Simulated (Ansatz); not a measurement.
SiC2

The calculation's input:

```
crystal:
  lattice:
    - [3.9058578152, 0.0, 0.0]
    - [0.0, 4.7368771914, 0.0]
    - [0.0, 0.0, 2.9100007425]
  atoms:
    - { symbol: Si, position: [0.0, 0.0, 0.0] }
    - { symbol: Si, position: [0.5, 0.5, 0.5] }
    - { symbol: C, position: [0.1350025401, 0.4096520544, 0.0] }
    - { symbol: C, position: [0.8649974599, 0.5903479456, 0.0] }
    - { symbol: C, position: [0.6350025401, 0.0903479456, 0.5] }
    - { symbol: C, position: [0.3649974599, 0.9096520544, 0.5] }
basis:
  ecutwfc: 420
kpoints:
  mp_grid: { grid: [10, 8, 12] }
hamiltonian:
  xc: pbe
scf:
  occupations: { method: gaussian, width: 0.1 }
output:
  forces: true
  stress: true
  eigenvalues: true
  write_density: true
  write_potential: true
  elf: true
  volumetric_format: npy
relax:
  adjacent_minimum: "off"
  f_tol: 0.01
  max_steps: 80
  cell: { stress_tol: 0.05 }
```

Run with:

```sh
ansatz run input.yaml --threads 1 --pin off --max-ram 2560MiB --backend cpu --events-out ev --progress --plain --runs-dir out
```

Below, planes, directions and counts refer to the conventional cell (a = 3.93 Å, b = 4.73 Å, c = 2.89 Å, α = 90.00°, β = 90.00°, γ = 90.00°).

The fields are those of the relaxed geometry.

Space group Pnnm; started from the marcasite_58 prototype, which need not be the ambient phase.

Computed with DFT PBE, scalar-relativistic, plane waves, PAW (Ansatz).

The density is the valence pseudo-density of a PAW calculation; it isn't the true density close to the nuclei.

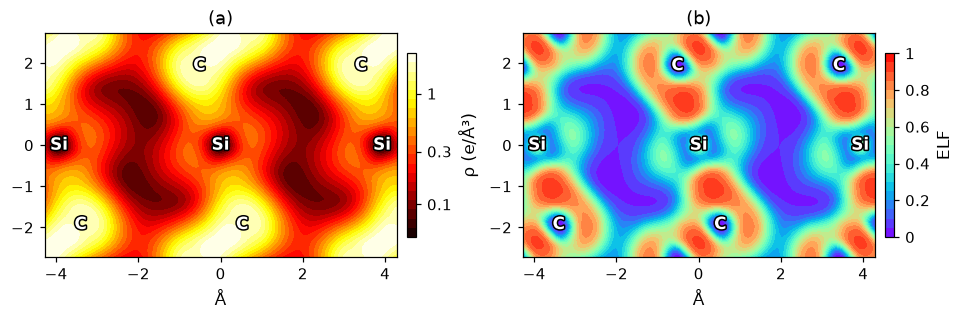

Figure 1. (a) valence pseudo-density; (b) electron localisation function on the (001) plane of the conventional cell.

### Read the bonding off the picture.

- Atoms in the plane: Si and C.
- Si–C (2.00 Å): the density is about 0.72 e/Å³ at the midpoint; the ELF peaks at about 0.90 between the atoms.
- Between the atoms the lowest density in this plane is 0.08 e/Å³.

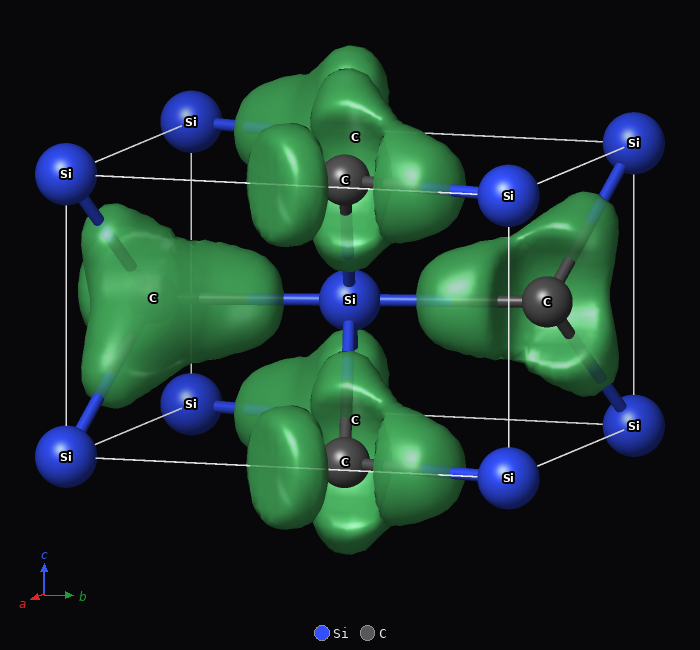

Figure 2. Isosurface of the electron localisation function at 0.75 (green), seen slightly off an axis. Only the valence region is drawn (cores and ρ < 0.01 e/Å³ removed). Sticks mark near contacts.

### Where are the electrons localised?

At this value the surface marks out two regions between bonded C–C atoms and four regions on C in which the atom's valence shell and bonds are merged, counted in one cell of 6 atoms. Any copies at cell faces, edges or corners count once. Profiles from the grid: C–C (1.36 Å): the ELF peaks at about 0.90 between the atoms.

### Metal or insulator at this level of theory?

It is gapless in this calculation (a metal or semimetal).
